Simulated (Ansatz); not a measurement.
# Cu: a changed input and its effect

System: Cu (1 atom in the cell).
Method of run A: DFT, r2SCAN, PAW with Ansatz's default frozen-core files, scalar-relativistic; levels and slopes on a fine mesh, independent-particle optical spectra, no spin polarisation (Ansatz 0.2.0).

The structure derives from an entry of the Crystallography Open Database. Text and figures count atoms from 1; the logs count them from 0 in places.

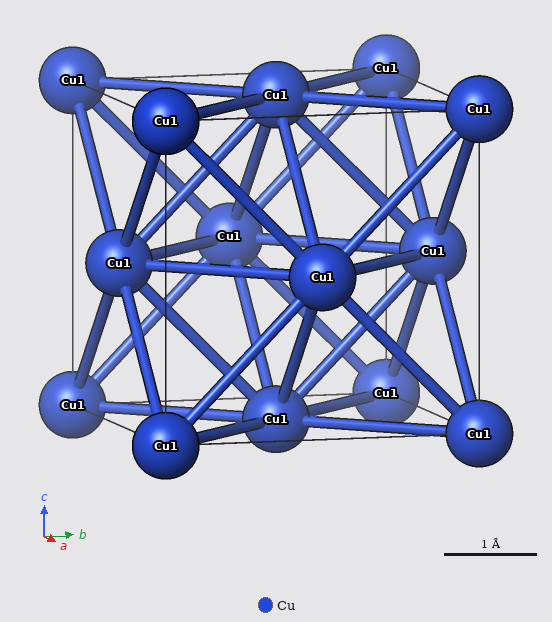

**Figure 1.** The input geometry (ball-and-stick view of the cell 4 times as large as that of the calculation, set on its symmetry axes, seen slightly off an axis; atoms are numbered from 1 in the order of the input). An atom can appear more than once, as a periodic image. Near neighbours in the periodic cell (some may lie outside the picture): Cu has 12 Cu at 2.53 Å.

## Input file, run A
```yaml
crystal:
  lattice:
    - [0.0, 1.78877101355, 1.78877101355]
    - [1.78877101355, 0.0, 1.78877101355]
    - [1.78877101355, 1.78877101355, 0.0]
  atoms:
    - { symbol: Cu, position: [0.0, 0.0, 0.0] }
kpoints:
  mp_grid: { grid: [18, 18, 18] }
scf:
  occupations: { method: fermi_dirac, width: 0.05 }
hamiltonian:
  xc: r2scan
  pseudopotentials: { kind: paw }
output:
  forces: true
  stress: true
  eigenvalues: true
  eigenstates:
    nscf_kmesh: { grid: [28, 28, 28] }
    de_dk: true
    e_range: [-14, 14]
  optics:
    e_range: [0, 25]
    de: 0.2
    sigma: 0.1
    bands: { spectra_wanted_up_to: 25 }
    nscf_kmesh: { grid: [28, 28, 28] }
    drude_damping: 0.05
checkpoint:
  write: ck
  write_wavefunctions: false
```

Command:
```bash
ansatz run input.yaml --threads 1 --pin off --max-ram 3072MiB --backend cpu --events-out ev --progress --plain --runs-dir out
```

Hardware: 1 thread of Arm Neoverse V1, 24 GiB of memory available, shared host.

## Output, shortened to warnings, some set-up lines, iterations and results (run A)
```
Basis set: ecut = 500 eV, 283 PW (Γ), exchange–correlation on 80×80×80 points (64 copies of the dense FFT grid, shifted against one another)
Symmetry: 48 space group operations
k-points: 195 of 5832
Initial density: superposition of atomic densities (neutral atoms: chi_scale 0, normalization atom), corrected by the library's trained network
[...]
SCF iter   1: F=—  HF=-6631.258118 eV  |F-HF|=—  |Δ(HF+E_count)|=         —  Δρ=4.10e-2  dr2=1.05e-1  dr2_τ=7.62e-4  ethr=1.77e-3  ⟨swp⟩=5.5  Hψ=13864  notcnv=0
SCF iter   2: F=—  HF=-6631.270003 eV  |F-HF|=—  |Δ(HF+E_count)|=   1.19e-2  Δρ=4.02e-2  dr2=9.94e-2  dr2_τ=1.13e-3  ethr=5.53e-4  ⟨swp⟩=3.1  Hψ=6549  notcnv=0  defer=57
SCF iter   3: F=—  HF=-6631.239166 eV  |F-HF|=—  |Δ(HF+E_count)|=   3.08e-2  Δρ=4.35e-3  dr2=1.25e-3  dr2_τ=7.89e-6  ethr=5.23e-4  ⟨swp⟩=2.3  Hψ=4709  notcnv=0  defer=57
SCF iter   4: F=—  HF=-6631.239102 eV  |F-HF|=—  |Δ(HF+E_count)|=   6.40e-5  Δρ=6.55e-4  dr2=3.72e-5  dr2_τ=8.93e-7  ethr=6.59e-6  ⟨swp⟩=1.5  Hψ=3392  notcnv=0  defer=57
SCF iter   5: F=—  HF=-6631.239104 eV  |F-HF|=—  |Δ(HF+E_count)|=   1.62e-6  Δρ=1.50e-4  dr2=1.77e-6  dr2_τ=2.71e-8  ethr=1.96e-7  ⟨swp⟩=2.2  Hψ=3544  notcnv=0  defer=57
SCF iter   6: F=—  HF=-6631.239104 eV  |F-HF|=—  |Δ(HF+E_count)|=   4.44e-9  Δρ=4.10e-5  dr2=1.21e-7  dr2_τ=1.15e-9  ethr=9.30e-9  ⟨swp⟩=2.0  Hψ=3765  notcnv=0  defer=57
SCF iter   7: F=—  HF=-6631.239104 eV  |F-HF|=—  |Δ(HF+E_count)|=   2.04e-8  Δρ=3.22e-6  dr2=5.12e-10  dr2_τ=1.25e-11  ethr=6.35e-10  ⟨swp⟩=2.0  Hψ=3755  notcnv=0  defer=57
SCF iter   8: F=—  HF=-6631.239104 eV  |F-HF|=—  |Δ(HF+E_count)|=  1.16e-10  Δρ=6.14e-7  dr2=1.76e-11  dr2_τ=5.61e-13  ethr=2.70e-12  ⟨swp⟩=2.1  Hψ=4181  notcnv=0  defer=57
SCF iter   9: F=-6631.239104 eV  HF=-6631.239104 eV  |F-HF|=1.82e-12  |Δ(HF+E_count)|=  2.73e-12  Δρ=1.13e-7  dr2=6.95e-13  dr2_τ=5.91e-15  ethr=1.00e-12  ⟨swp⟩=6.0  Hψ=10916 …
SCF 1 converged in 9 iterations: F = -6631.239104 eV  dr2 = 6.95e-13
NSCF: frozen V_eff on 624 k-points
Optics k sum: 0 of 624 k-points
Optics k sum: 32 of 624 k-points
Optics k sum: 63 of 624 k-points
Optics k sum: 94 of 624 k-points
Optics k sum: 125 of 624 k-points
Optics k sum: 156 of 624 k-points
Optics k sum: 188 of 624 k-points
Optics k sum: 219 of 624 k-points
Optics k sum: 250 of 624 k-points
Optics k sum: 281 of 624 k-points
Optics k sum: 312 of 624 k-points
Optics k sum: 344 of 624 k-points
Optics k sum: 375 of 624 k-points
Optics k sum: 406 of 624 k-points
Optics k sum: 437 of 624 k-points
Optics k sum: 468 of 624 k-points
Optics k sum: 500 of 624 k-points
Optics k sum: 531 of 624 k-points
Optics k sum: 562 of 624 k-points
Optics k sum: 593 of 624 k-points
Optics k sum: 624 of 624 k-points
Optics k sum: 0 of 624 k-points
Optics k sum: 32 of 624 k-points
Optics k sum: 63 of 624 k-points
Optics k sum: 94 of 624 k-points
Optics k sum: 125 of 624 k-points
Optics k sum: 156 of 624 k-points
Optics k sum: 188 of 624 k-points
Optics k sum: 219 of 624 k-points
Optics k sum: 250 of 624 k-points
Optics k sum: 281 of 624 k-points
Optics k sum: 312 of 624 k-points
Optics k sum: 344 of 624 k-points
Optics k sum: 375 of 624 k-points
Optics k sum: 406 of 624 k-points
Optics k sum: 437 of 624 k-points
Optics k sum: 468 of 624 k-points
Optics k sum: 500 of 624 k-points
Optics k sum: 531 of 624 k-points
Optics k sum: 562 of 624 k-points
Optics k sum: 593 of 624 k-points
Optics k sum: 624 of 624 k-points
Optics k sum: 0 of 624 k-points
Optics k sum: 32 of 624 k-points
Optics k sum: 63 of 624 k-points
Optics k sum: 94 of 624 k-points
Optics k sum: 125 of 624 k-points
Optics k sum: 156 of 624 k-points
Optics k sum: 188 of 624 k-points
Optics k sum: 219 of 624 k-points
Optics k sum: 250 of 624 k-points
Optics k sum: 281 of 624 k-points
Optics k sum: 312 of 624 k-points
Optics k sum: 344 of 624 k-points
Optics k sum: 375 of 624 k-points
Optics k sum: 406 of 624 k-points
Optics k sum: 437 of 624 k-points
Optics k sum: 468 of 624 k-points
Optics k sum: 500 of 624 k-points
Optics k sum: 531 of 624 k-points
Optics k sum: 562 of 624 k-points
Optics k sum: 593 of 624 k-points
Optics k sum: 624 of 624 k-points
NSCF: frozen V_eff on 624 k-points
[...]
```

For run B the input was changed thus:
```diff
-  occupations: { method: fermi_dirac, width: 0.05 }
+  occupations: { method: tetrahedron_uncorrected }
+  mixing: { algorithm: msr1, beta: 0.05 }
```

Predict how the results change.

The energy of run B (smearing taken to zero) is 25.5 meV per atom higher, which comes mainly from the change of smearing; a solver setting shouldn't move a converged energy. On the same kind of shared host run B took about 0.18 times as long.

## Output, shortened to warnings, some set-up lines, iterations and results (run B)
```
Basis set: ecut = 500 eV, 283 PW (Γ), exchange–correlation on 80×80×80 points (64 copies of the dense FFT grid, shifted against one another)
Symmetry: 48 space group operations
k-points: 195 of 5832
Initial density: superposition of atomic densities (neutral atoms: chi_scale 0, normalization atom), corrected by the library's trained network
[...]
SCF iter   1: F=—  HF=-6631.229567 eV  |F-HF|=—  |Δ(HF+E_count)|=         —  Δρ=3.92e-2  dr2=9.56e-2  dr2_τ=7.48e-4  ethr=1.77e-3  ⟨swp⟩=4.9  Hψ=14150  notcnv=0
SCF iter   2: F=—  HF=-6631.219351 eV  |F-HF|=—  |Δ(HF+E_count)|=   1.02e-2  Δρ=2.96e-2  dr2=5.48e-2  dr2_τ=1.32e-3  ethr=5.03e-4  ⟨swp⟩=2.0  Hψ=5036  notcnv=0  defer=54
SCF iter   3: F=—  HF=-6631.212659 eV  |F-HF|=—  |Δ(HF+E_count)|=   6.69e-3  Δρ=9.54e-3  dr2=5.77e-3  dr2_τ=2.66e-5  ethr=2.89e-4  ⟨swp⟩=3.0  Hψ=4439  notcnv=0  defer=54
SCF iter   4: F=—  HF=-6631.212687 eV  |F-HF|=—  |Δ(HF+E_count)|=   2.79e-5  Δρ=6.07e-3  dr2=2.26e-3  dr2_τ=1.43e-5  ethr=3.03e-5  ⟨swp⟩=2.0  Hψ=3458  notcnv=0  defer=54
SCF iter   5: F=—  HF=-6631.212344 eV  |F-HF|=—  |Δ(HF+E_count)|=   3.44e-4  Δρ=2.13e-4  dr2=3.92e-6  dr2_τ=3.19e-8  ethr=1.19e-5  ⟨swp⟩=2.8  Hψ=4470  notcnv=0  defer=54
SCF iter   6: F=—  HF=-6631.212360 eV  |F-HF|=—  |Δ(HF+E_count)|=   1.60e-5  Δρ=7.99e-5  dr2=3.42e-7  dr2_τ=1.48e-8  ethr=2.06e-8  ⟨swp⟩=2.6  Hψ=5290  notcnv=0  defer=54
SCF iter   7: F=—  HF=-6631.212354 eV  |F-HF|=—  |Δ(HF+E_count)|=   5.94e-6  Δρ=1.72e-5  dr2=1.43e-8  dr2_τ=4.86e-10  ethr=1.80e-9  ⟨swp⟩=3.0  Hψ=5062  notcnv=0  defer=54
SCF iter   8: F=—  HF=-6631.212354 eV  |F-HF|=—  |Δ(HF+E_count)|=   1.84e-8  Δρ=2.13e-6  dr2=2.18e-10  dr2_τ=6.99e-12  ethr=7.54e-11  ⟨swp⟩=3.0  Hψ=5466  notcnv=0  defer=54
SCF iter   9: F=-6631.212354 eV  HF=-6631.212354 eV  |F-HF|=1.82e-12  |Δ(HF+E_count)|=  1.23e-10  Δρ=8.19e-8  dr2=4.06e-13  dr2_τ=6.35e-14  ethr=1.00e-12  ⟨swp⟩=4.6  Hψ=14007 …
SCF 1 converged in 9 iterations: F = -6631.212354 eV  dr2 = 4.06e-13
NSCF: frozen V_eff on 624 k-points
NSCF: frozen V_eff on 624 k-points
SCF converged after 9 iterations
Free energy (F): -6631.212354 eV
Harris-Foulkes:  -6631.212354 eV  (|F-HF|=1.82e-12)
Internal energy: -6631.212354 eV  (E = F + TS)
E sigma→0 (E₀):  -6631.212354 eV
Fermi energy:    17.282092 eV
--- Per-component energies (eV) ---
  E_band       = -375.191576
  E_kinetic    = 299.988337
  E_local      = -4002.807875  (includes V_loc(G=0)·N_el)
  E_nonlocal   = 395.220167
  E_hartree    = 1769.566344
  E_xc         = -83.938916
  E_vxc        = -124.883831  (∫ρ·V_xc dr)
  E_paw        = -1677.970870  (= ΣΔE_a)
  E_vpaw       = -490.833509  (= ΣTr[D̂ρ^β])
  E_aug_tail   = 0.000154  (compensation charges beyond the density's cutoff)
  E_vtau       = 8.992331  (kinetic-family band-sum trace: ∫τ·v_τ [+ j·A + Jᵃ·Aᵃ] dr)
  E_ewald      = -3330.968587
  E_core_change = -0.301108  (= ΣΔE_core)
  E_smearing   = -0.000000  (= −TS)
  E_closure    = 0.000000  (closes the sum)
  Σ components = -6631.212354   (vs F -6631.212354, Δ=0.00e0)
--- Forces (eV/Å), atoms counted from 1 ---
  atom   1  Cu    -0.00000000     0.00000000    -0.00000000
  max |Σ_I F_I| component: 5.75e-32 eV/Å
--- Stress (GPa, compression-positive) ---
        0.049340      -0.000000       0.000000
       -0.000000       0.049340       0.000000
        0.000000       0.000000       0.049340
  P = ⅓ Tr σ = 0.0493 GPa (0.493 kbar)
--- Fermi surface from the table of eigenstates, both spin states counted (twice the sheets' area in a run without spin) ---
  How far the three rows differ hints at the mesh's error and does not bound it.
  reading                E - E_F (eV)   area (Å⁻²)  resistivity times mean free path along x, y, z (Ω·m²), under one mean free path over the surface
  by tetrahedra               -0.0155       46.524  6.5712e-16  6.5712e-16  6.5712e-16
  by the states' slopes       -0.0371       46.409  6.5874e-16  6.5874e-16  6.5874e-16
  on every second point        0.0172       46.616  6.5581e-16  6.5581e-16  6.5581e-16
```

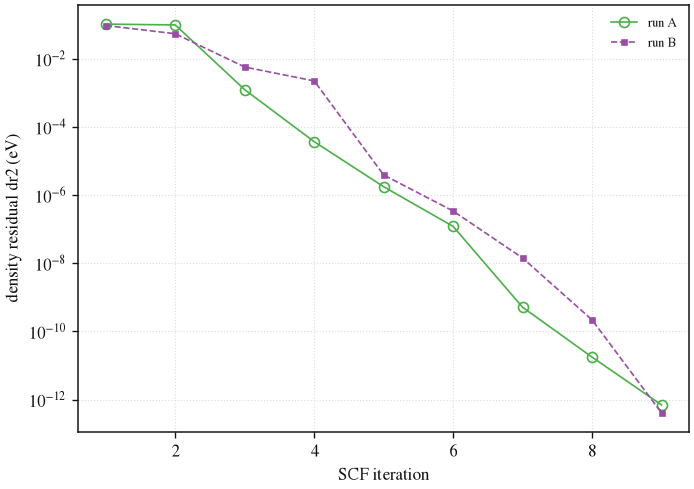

**Figure 2.** Convergence of the two runs: density residual dr2 against the SCF iteration. Run A takes 9 iterations in all, and run B takes 9.

## The two runs side by side

| quantity | run A | run B |
| --- | --- | --- |
| outcome | converged | converged |
| free energy per atom (eV) | −6631.2391 | −6631.2124 |
| energy per atom, smearing taken to zero (eV) | −6631.2378 | −6631.2124 |
| pressure (GPa) | −0.03 | 0.05 |
| largest force (eV/Å) | 0.000 | 0.000 |
| irreducible k-points | 195 | 195 |
| plane waves at Γ | 283 | 283 |
| wall time (shared host) | 2.2 min | 24 s |

For both runs: Warnings: the optical spectrum is taken on partly filled bands.
